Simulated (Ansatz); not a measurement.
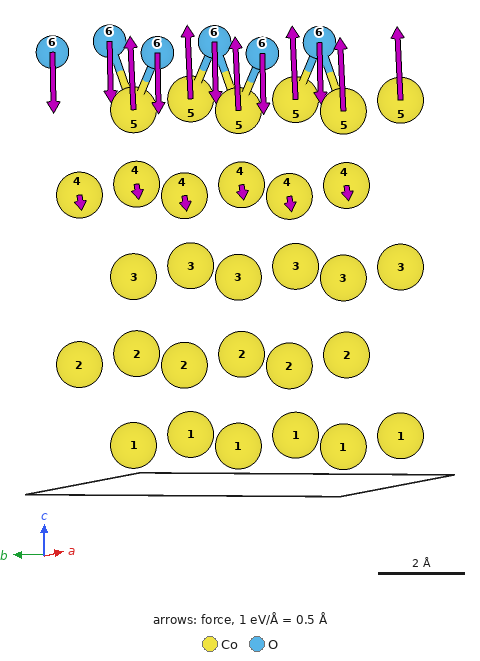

Starting geometry of a slab of composition Co$_{5}$O (cut from the P6_3/mmc phase) with the computed forces as purple arrows. Style: ball-and-stick. Shown: the 2 × 3 repeat of the cell, outlined in the plane, without the vacuum, from a free direction.

Case: O put at a bridge Co-Co site. The slab is the (0 0 1) face of Co with O on it. 2 atoms are held fixed.

All numbers below come from Ansatz 0.2.0, DFT PBEsol, scalar-relativistic, plane waves, PAW.

Input
```yaml
crystal:
  lattice:
    - [2.4564222732, 0.0, 0.0]
    - [-1.2282111366, 2.127324091, 0.0]
    - [0.0, 0.0, 26.9388271088]
  atoms:
    - { symbol: Co, position: [0.6666666667, 0.3333333333, 0.3155296986], spin: 1.94 }
    - { symbol: Co, position: [0.3333333333, 0.6666666667, 0.3892042788], spin: 1.87 }
    - { symbol: Co, position: [0.6666666667, 0.3333333333, 0.4631034765], spin: 1.83 }
    - { symbol: Co, position: [0.3333333333, 0.6666666667, 0.5374082406], spin: 1.86 }
    - { symbol: Co, position: [0.6666666667, 0.3333333333, 0.6089479136], spin: 1.92 }
    - { symbol: O, position: [0.1666666667, -0.1666666667, 0.6638872023], spin: 2.0 }
basis:
  ecutwfc: 420
kpoints:
  mp_grid: { grid: [12, 12, 1] }
hamiltonian:
  xc: pbesol
scf:
  occupations: { method: gaussian, width: 0.1 }
output:
  forces: true
  eigenvalues: true
  populations: true
magnetization:
  spin_polarized: true
relax:
  adjacent_minimum: "off"
  f_tol: 0.03
  max_steps: 70
  constraints: [{ sites: [0, 1] }]
efield:
  axis: 3
  dipole_correction: true
  ramp_width: 0.04
```

Command:
```bash
ansatz run input.yaml --threads 2 --pin off --max-ram 5120MiB --backend cpu --events-out ev --progress --plain --runs-dir out
```

Q: What follows when this structure is relaxed?

A: It isn't relaxed: the largest force vector, on Co5, is 3.52 eV/Å. The final displacements follow the starting forces only in part (cosine between the two patterns 0.40). O6 moves most: 0.75 Å at 69° to the normal (−c side). By element the largest moves are O 0.75 Å, Co 0.16 Å. The cell doesn't change. Among the contacts that change: Co5–O6 2.592 → 1.763 Å, Co5–O6 (another image) 1.923 → 1.762 Å, Co4–Co5 2.393 → 2.542 Å, Co3–Co4 2.453 → 2.421 Å. New bonds form, among them: Co5–O6 (2.59 → 1.76 Å). Bond angles that change, for instance: O6–Co5–O6 79.4° → 88.4°, Co5–O6–Co5 79.4° → 88.4°. Over 7 accepted moves (8 points after the start) the energy falls by 1.367 eV per cell of the calculation. Largest force component: 3.5 eV/Å at the start, 0.019 eV/Å at the end. 1 step only repeated the SCF at the same geometry.

Limits of the set-up: the periodic images lie only 2.5 Å apart, so the values are limited by the cell's size.
